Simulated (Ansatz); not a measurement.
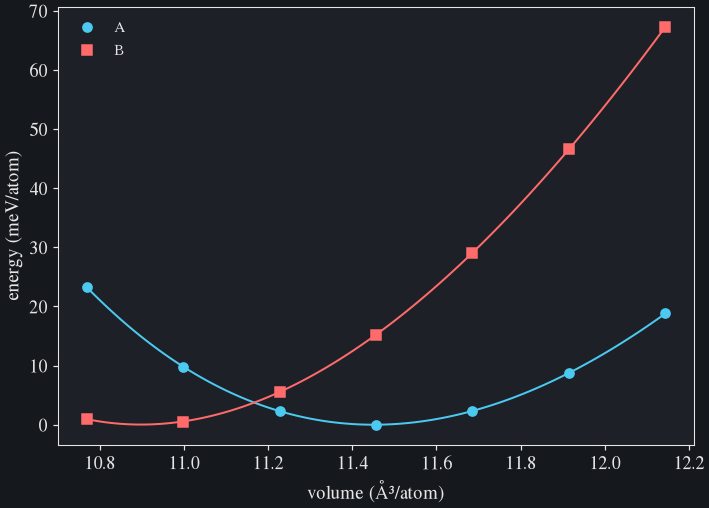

The figure compares two calculations of the energy against volume, each curve from its own zero. The first is for Cu, space group P6_3/mmc (No. 194).

The cell holds 4 atoms.

Computed with Ansatz 0.2.0: plane-wave DFT, no spin polarisation; energies at scaled volumes of the given cell, shape and fractions fixed, counted from the fit's minimum, third-order Birch-Murnaghan fit. Level: LDA.

```json
{"setting": "k mesh", "value": "12×12×4"}
{"setting": "occupations", "value": "Fermi–Dirac"}
{"setting": "smearing width", "value": "0.05 eV"}
{"setting": "potentials", "value": "Ansatz PAW"}
{"setting": "wave cutoff", "value": "420 eV"}
{"setting": "density cutoff", "value": "1680 eV"}
```

In the second, the level changes from LDA to r2SCAN. The second calculation uses wave cutoff 500.0 eV.

> Which of A and B is the second calculation, and what did the change do?

A. The equilibrium volume rises from 10.90 to 11.45 Å³/atom (+5.0 %) and the bulk modulus falls from 188 to 162 GPa (−14 %).

For both, limits of the calculation: shape and atomic fractions are frozen while scaling, which makes layered, chain and framework solids too stiff.

V0 and the bulk modulus come from third-order Birch–Murnaghan fits.
